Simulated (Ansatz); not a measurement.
Se (R-3, No. 148): the input geometry of a calculation.

Space group R-3:H (No. 148). a = 13.284 Å, b = 13.284 Å, c = 6.677 Å, α = 90.00°, β = 90.00°, γ = 120.00°
| atom | site | symmetry | x | y | z |
| --- | --- | --- | --- | --- | --- |
| Se | 18f | 1 | 0.1417 | 0.1748 | 0.0784 |

What will a dark-field STEM-like image along [121] show? The image is simulated as a sum over atoms of Z^1.7, blurred by a 0.62 Å probe (no channelling). Shot noise was added.

The columns repeat on an oblique net of 2.14 × 6.73 Å with an angle of 99° (plane group p2). All columns are alike (Se). The shortest distance between visible columns is 0.92 Å in projection. Along the beam the structure repeats every 23.96 Å.

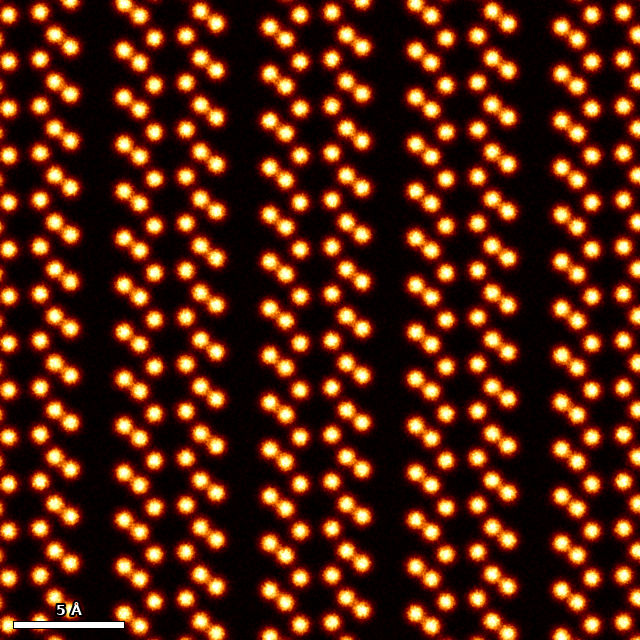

The simulated image.
